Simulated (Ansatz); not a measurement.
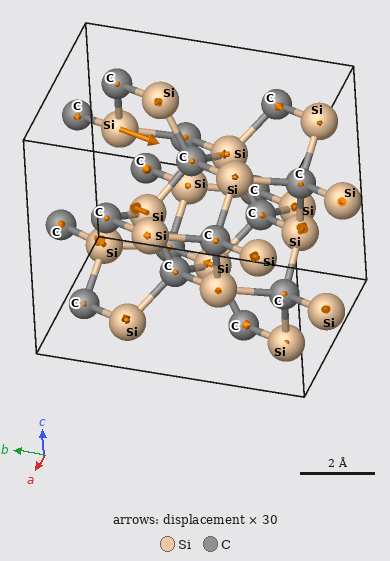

A relaxation of a defect cell of composition Si18C17 (cell charge +3). The starting structure is drawn; orange arrows show the displacements, 30 times their true length.

Style: ball-and-stick. Shown: the cell of the calculation, from a free direction.

Case: C vacancy (site b), charge +3, atoms relaxed at the host's cell.

Theory: DFT PBE, scalar-relativistic, plane waves, PAW in Ansatz. Settings: plane-wave cutoff 420 eV; k-point mesh 2 × 2 × 2; occupations gaussian; smearing width 0.01 eV; mesh shifted by (0.5, 0.5, 0.5); collinear spin; atoms relaxed in a fixed cell; force threshold 0.025 eV/Å; at most 45 steps.

Atoms of which element are displaced furthest, and by how much?

Answer. Silicon: up to 0.039 Å, against 0.010 Å for carbon.

What did the optimiser do to the structure, and how much energy did it gain?

Answer. The largest move is that of a Si atom, 0.039 Å roughly along [0 −3 −1]. Largest moves by element: Si 0.039 Å, C 0.010 Å. The lattice vectors keep their values. Some distances before and after: C–Si 1.904 → 1.869 Å, C–Si 1.843 → 1.868 Å, C–Si 1.882 → 1.868 Å, C–Si 1.888 → 1.899 Å. The energy falls by 51.1 meV per cell of the calculation in 3 geometry steps. Largest force component: 0.74 eV/Å at the start, 0.0097 eV/Å at the end. The program noted that the starting moments weren't kept. Cost: 66 s on 4 threads of Arm Neoverse V1, on a shared host, peak memory 1.1 GiB.

Limits of the set-up: the k-point mesh is coarse for a cell with partly filled bands; the periodic images lie only 7.4 Å apart, so the values are limited by the cell's size; the cell is charged, on a uniform background, and energies carry no finite-size correction.
